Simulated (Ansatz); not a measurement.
## Run report: AgBr, single-point calculation

AgBr (Fm-3m, 2 atoms in the cell), computed with DFT, PBEsol, all-electron LAPW, Dirac equation with spin-orbit coupling; levels at fixed fractional wave vectors of a strained or displaced cell (Ansatz 0.2.0).

The structure derives from an entry of the Crystallography Open Database. It belongs to a series of runs on one base structure; here: under 2 GPa. Figures and captions count atoms from 1; the log counts them from 0 in places.

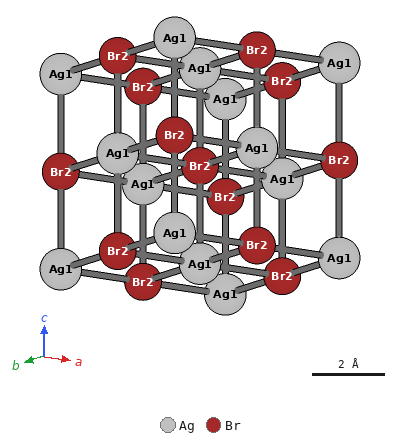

Figure 1. The input geometry (ball-and-stick view of the cell 4 times as large as that of the calculation, set on its symmetry axes, seen at an oblique angle; atoms are numbered from 1 in the order of the input). Near neighbours in the crystal (not all of them lie inside the picture): Ag has 6 Br at 2.80 Å; Br has 6 Ag at 2.80 Å.

Summary:

- outcome: converged
- space group (tolerance 0.01 Å): Fm-3m (225)
- electrons in bands (core shells apart): 44
- free energy: −215504.7697 eV
- Fermi energy: 11.596 eV
- gap on the k-point mesh: 0.42 eV
- net moment of the cell: 0.00 μB
- integrated absolute moment: 0.00 μB
- pressure: 1.99 GPa
- largest force (length of the vector): under 0.001 eV/Å
- hardware: 1 thread of Intel Xeon (Sapphire Rapids), 64 GiB of memory available, shared host
- wall time: 64 s
- peak memory: 0.53 GiB

Input:
```yaml
crystal:
  lattice:
    - [2.80436372351, 2.80436372351, 0.0]
    - [-2.80436372351, 2.80436372351, 0.0]
    - [0.0, 2.80436372351, 2.80436372351]
  atoms:
    - { symbol: Ag, position: [0.0, 0.0, 0.0] }
    - { symbol: Br, position: [0.5, 0.5, 0.0] }
kpoints:
  mp_grid: { grid: [8, 8, 8] }
scf:
  occupations: { method: fermi_dirac, width: 0.01 }
  convergence: { dr2_threshold: 1.0e-10 }
hamiltonian:
  xc: pbesol
  pseudopotentials: { kind: all_electron, lapw: { basis_error: 0.0005 } }
magnetization:
  noncollinear: true
  spin_orbit: true
output:
  forces: true
  stress: true
  eigenstates:
    kpoints:
      - [0.0, 0.0, 0.0]
      - [0.5, 0.0, 0.0]
      - [0.0, 0.5, 0.5]
      - [0.0, -0.5, 0.0]
      - [0.5, 0.0, 0.5]
      - [-0.5, -0.5, -0.5]
      - [-0.5, 0.5, 0.0]
      - [0.0, 0.0, -0.5]
  eigenvalues: true
```

Launched with:
```bash
ansatz run input.yaml --threads 1 --pin off --max-ram 3072MiB --backend cpu --events-out ev --progress --plain --runs-dir out
```

Output:
```
LAPW: plane waves up to 8.043 Å⁻¹, error target 5.0e-4 eV per atom; Dirac's equation on spinors; Br in spheres of 1.330 Å, 25 of its electrons in bands; Ag in spheres of 1.474 Å, 19 of its electrons in bands (how accurate: hamiltonian.pseudopotentials.lapw.basis_error, Limitations)
Engine: ansatz 0.2.0, x86_64-unknown-linux-gnu
Pseudopotentials: kind: all_electron
Pseudopotential: Ag, LAPW, valence charge 19, lapw/all_electron/dirac/gaussian/Ag, Dirac's equation, gaussian nucleus
Pseudopotential: Br, LAPW, valence charge 25, lapw/all_electron/dirac/gaussian/Br, Dirac's equation, gaussian nucleus
Functional definition: PBEsol
  exchange = pbesol_x
  correlation = pbesol_c
non-collinear run that drives no moment, with spin-orbit: no starting moment large enough to seed its density (crystal.atoms[].spin), no starting occupations that ask for one, no magnetisation constraint and no magnetic field, so the semilocal B_xc is pinned to zero
Crystal: 2 atoms, lattice volume = 44.110 Å³
Basis set: ecut = 246.4825865079538 eV, 387 PW (Γ), exchange–correlation at level 2
Bands: 54, of which v1, the nominal top of the filled ones, is band 44 counted from 1 (43 counted from 0)
Symmetry: 48 space group operations + 48 with time reversal
Magnetic group: BNS 225.117 (UNI 1619), of the structure as read, at distance tolerance 3.5e-5 Å
k-points: 29 of 512
Non-local potential: Ag, projectors of the file, none
Non-local potential: Br, projectors of the file, none
Initial density: superposition of atomic densities (chi_scale 0.1, normalization cell, long waves kept (reshape's long-wave potential 0.00 eV rms))
Initial wavefunctions: plane waves of lowest kinetic energy (no species holds an atomic orbital)
Functional: x = pbesol(κ = 0.804, μ = 0.12345679012345678), c = pbesol(β = 0.046)
iter 1 solved again at ethr=4.02e-4 eV; its pass at ethr=1.00e-1 eV (dr2=1.77e-1 eV) is discarded
SCF iter   1: F=—  HF=-215504.881794 eV  |F-HF|=—  |Δ(HF+E_count)|=         —  Δρ=1.44e-2  dr2=1.77e-1  dr2_m=0.00e0 (ungated)  ethr=4.02e-4  |M|=0.00e0 ∫|m|=0.00e0 μB  β_m=0.30  ⟨swp⟩=2.7  Hψ=10093  notcnv=0
preconditioner: auto → none  [insulator: Δε(μ)=0.285 eV  Ē_g=11.561 eV  σ=0.010 eV  W_gap=1.00  n_scr=14 (ndim 8)  ℏωp=23.7 eV  f_vac=0.070  D(μ)=0.00/eV (n_scr^D=0)  ε∞_Penn≈5.2]
SCF iter   2: F=—  HF=-215504.779281 eV  |F-HF|=—  |Δ(HF+E_count)|=   1.03e-1  Δρ=5.75e-3  dr2=2.35e-2  dr2_m=0.00e0 (ungated)  ethr=4.02e-4  |M|=0.00e0 ∫|m|=0.00e0 μB  β_m=0.34  ⟨swp⟩=2.0  Hψ=4785  notcnv=0
SCF iter   3: F=—  HF=-215504.771040 eV  |F-HF|=—  |Δ(HF+E_count)|=   8.24e-3  Δρ=2.93e-3  dr2=4.81e-3  dr2_m=0.00e0 (ungated)  ethr=5.34e-5  |M|=0.00e0 ∫|m|=0.00e0 μB  β_m=0.46  ⟨swp⟩=2.0  Hψ=4784  notcnv=0
iter 4 solved again at ethr=2.72e-7 eV; its pass at ethr=1.09e-5 eV (dr2=1.20e-4 eV) is discarded
SCF iter   4: F=—  HF=-215504.769690 eV  |F-HF|=—  |Δ(HF+E_count)|=   1.35e-3  Δρ=6.40e-4  dr2=1.20e-4  dr2_m=0.00e0 (ungated)  ethr=2.72e-7  |M|=0.00e0 ∫|m|=0.00e0 μB  β_m=0.55  ⟨swp⟩=2.0  Hψ=7945  notcnv=0
SCF iter   5: F=—  HF=-215504.769725 eV  |F-HF|=—  |Δ(HF+E_count)|=   3.52e-5  Δρ=1.10e-4  dr2=3.19e-6  dr2_m=0.00e0 (ungated)  ethr=2.72e-7  |M|=0.00e0 ∫|m|=0.00e0 μB  β_m=0.56  ⟨swp⟩=2.0  Hψ=4498  notcnv=0
SCF iter   6: F=—  HF=-215504.769726 eV  |F-HF|=—  |Δ(HF+E_count)|=   1.38e-6  Δρ=3.19e-5  dr2=3.91e-7  dr2_m=0.00e0 (ungated)  ethr=7.25e-9  |M|=0.00e0 ∫|m|=0.00e0 μB  β_m=0.65  ⟨swp⟩=2.2  Hψ=4515  notcnv=0
SCF iter   7: F=—  HF=-215504.769726 eV  |F-HF|=—  |Δ(HF+E_count)|=   2.47e-7  Δρ=2.63e-6  dr2=2.25e-9  dr2_m=0.00e0 (ungated)  ethr=8.89e-10  |M|=0.00e0 ∫|m|=0.00e0 μB  β_m=0.72  ⟨swp⟩=2.8  Hψ=4563  notcnv=0
SCF iter   8: F=-215504.769726 eV  HF=-215504.769726 eV  |F-HF|=2.04e-10  |Δ(HF+E_count)|=   2.91e-9  Δρ=4.74e-7  dr2=7.73e-11  dr2_m=0.00e0 (ungated)  ethr=8.18e-12 (applied; sched 5.12e-12)  |M|=0.00e0 ∫|m|=0.00e0 μB  ⟨swp⟩=3.0  Hψ=4679  notcnv=0
SCF 1 converged in 8 iterations: F = -215504.769726 eV  dr2 = 7.73e-11
```

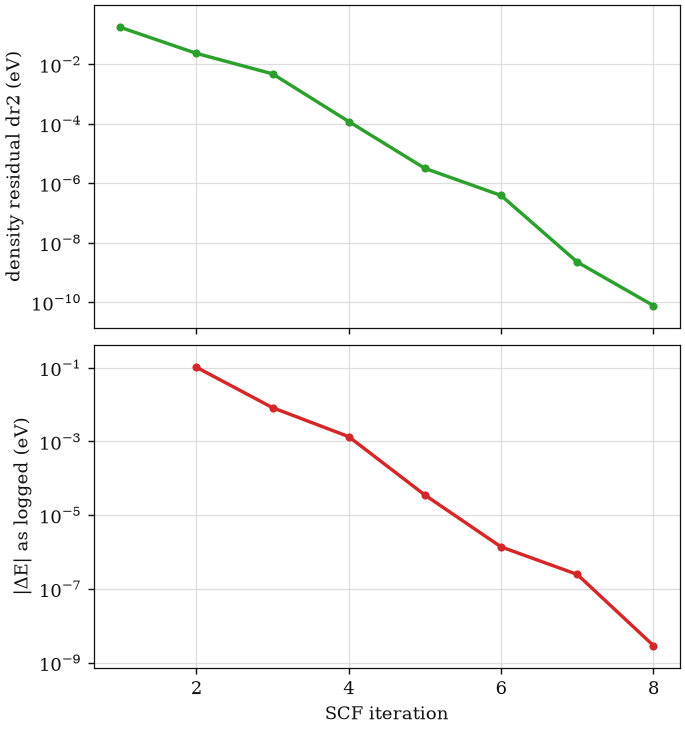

Figure 2. Convergence of the self-consistent field: density residual dr2 and size of the energy change against the SCF iteration. The residual falls at every step.

```
NSCF: frozen V_eff on 8 k-points
SCF converged after 8 iterations
Magnetization: |M| = 0.0000 μB,  M = (+0.0000, +0.0000, +0.0000) μB
Absolute magnetization: 0.0000 μB (∫|m|)
  site 0: m = (+0.0000, +0.0000, +0.0000) μB, |m| = 0.0000 μB  (R = 1.47 Å)
  site 1: m = (+0.0000, +0.0000, +0.0000) μB, |m| = 0.0000 μB  (R = 1.33 Å)
Free energy (F): -215504.769726 eV
Harris-Foulkes:  -215504.769726 eV  (|F-HF|=2.04e-10)
Internal energy: -215504.769726 eV  (E = F + TS)
E sigma→0 (E₀):  -215504.769726 eV
Fermi energy:    11.596252 eV
--- Per-component energies (eV) ---
  E_band       = -2165.694041
  E_kinetic    = 224009.790729
  E_xc         = -6464.069006
  E_electrostatic = -433050.491450  (all electrons and nuclei)
  E_smearing   = -0.000000  (= −TS)
  E_closure    = 0.000000  (closes the sum)
  E_atoms      = -215499.100759  (free atoms, spherical and without spin; not in F)
  Σ components = -215504.769726   (vs F -215504.769726, Δ=0.00e0)
  Basis errors (estimates in eV, not in F): energy 1.9e-4 per atom: plane waves 1.7e-4 (9.1e-5 summed), levels above the bands 0.0e0, relativity 4.8e-8, radial functions 1.8e-5, core shells 2.8e-7; eigenvalues (radial functions only) 2.3e-6; not estimated: angular momenta, meshes, grids; target (lapw.basis_error) 5.0e-4; muffin-tin radii Br 1.330 Å, Ag 1.474 Å
--- Forces (eV/Å), atoms counted from 1 ---
  atom   1  Ag     0.00000000     0.00000000     0.00000000
  atom   2  Br    -0.00000000     0.00000000    -0.00000000
  max |Σ_I F_I| component: 4.16e-25 eV/Å
--- Stress (GPa, compression-positive) ---
        1.987537      -0.000000       0.000000
       -0.000000       1.987537       0.000000
        0.000000       0.000000       1.987537
  P = ⅓ Tr σ = 1.9875 GPa (19.875 kbar)
--- Band table (eV; the first three rows and the last of 29) ---
  k-point 0: bands = ["-220.5331", "-220.5331", "-160.8161", "-160.8161", "-153.9826", "-153.9826", "-153.9826", "-153.9826", "-78.9868", "-78.9868", "-50.3409", "-50.3409", "-50.3409", "-50.3409", "-49.2563", "-49.2563", "-49.2563", "-49.2563", "-49.2556", "-49.2556", "-46.0883", "-46.0883", "-40.9803", "-40.9803", "-40.9803", "-40.9803", "-4.2944", "-4.2944", "7.8313", "7.8313", "7.8313", "7.8313", "8.3566", "8.3566", "8.3583", "8.3583", "8.3583", "8.3583", "8.7040", "8.7040", "9.2722", "9.2722", "9.2722", "9.2722", "11.7983", "11.7983", "21.0720", "21.0720", "21.0720", "21.0720", "21.1677", "21.1677", "22.0092", "22.0092"]
  k-point 1: bands = ["-220.5331", "-220.5331", "-160.8161", "-160.8161", "-153.9826", "-153.9826", "-153.9826", "-153.9826", "-78.9868", "-78.9868", "-50.3409", "-50.3409", "-50.3409", "-50.3409", "-49.2563", "-49.2563", "-49.2562", "-49.2562", "-49.2556", "-49.2556", "-46.0884", "-46.0884", "-40.9806", "-40.9806", "-40.9805", "-40.9805", "-4.1972", "-4.1972", "7.1447", "7.1447", "7.8038", "7.8038", "7.8520", "7.8520", "8.2237", "8.2237", "8.3514", "8.3514", "9.0417", "9.0417", "9.3815", "9.3815", "9.3838", "9.3838", "13.1127", "13.1127", "19.8769", "19.8769", "19.9769", "19.9769", "20.6188", "20.6188", "20.7448", "20.7448"]
  k-point 2: bands = ["-220.5331", "-220.5331", "-160.8161", "-160.8161", "-153.9826", "-153.9826", "-153.9826", "-153.9826", "-78.9867", "-78.9867", "-50.3409", "-50.3409", "-50.3409", "-50.3409", "-49.2563", "-49.2563", "-49.2562", "-49.2562", "-49.2555", "-49.2555", "-46.0888", "-46.0888", "-40.9814", "-40.9814", "-40.9809", "-40.9809", "-3.9750", "-3.9750", "6.2541", "6.2541", "7.6848", "7.6848", "7.7491", "7.7491", "8.0697", "8.0697", "8.3603", "8.3603", "9.0290", "9.0290", "9.3727", "9.3727", "9.4894", "9.4894", "14.6081", "14.6081", "17.8324", "17.8324", "18.8424", "18.8424", "20.5909", "20.5909", "20.8215", "20.8215"]
  k-point 28: bands = ["-220.5331", "-220.5331", "-160.8161", "-160.8161", "-153.9826", "-153.9826", "-153.9826", "-153.9826", "-78.9867", "-78.9867", "-50.3409", "-50.3409", "-50.3409", "-50.3409", "-49.2562", "-49.2562", "-49.2562", "-49.2562", "-49.2555", "-49.2555", "-46.0893", "-46.0893", "-40.9823", "-40.9823", "-40.9818", "-40.9818", "-3.6624", "-3.6624", "6.5195", "6.5195", "6.7028", "6.7028", "6.8681", "6.8681", "8.3566", "8.3566", "8.6079", "8.6079", "8.8943", "8.8943", "8.9330", "8.9330", "9.5451", "9.5451", "15.0991", "15.0991", "18.2914", "18.2914", "18.7792", "18.7792", "18.8843", "18.8843", "24.2713", "24.2713"]
```
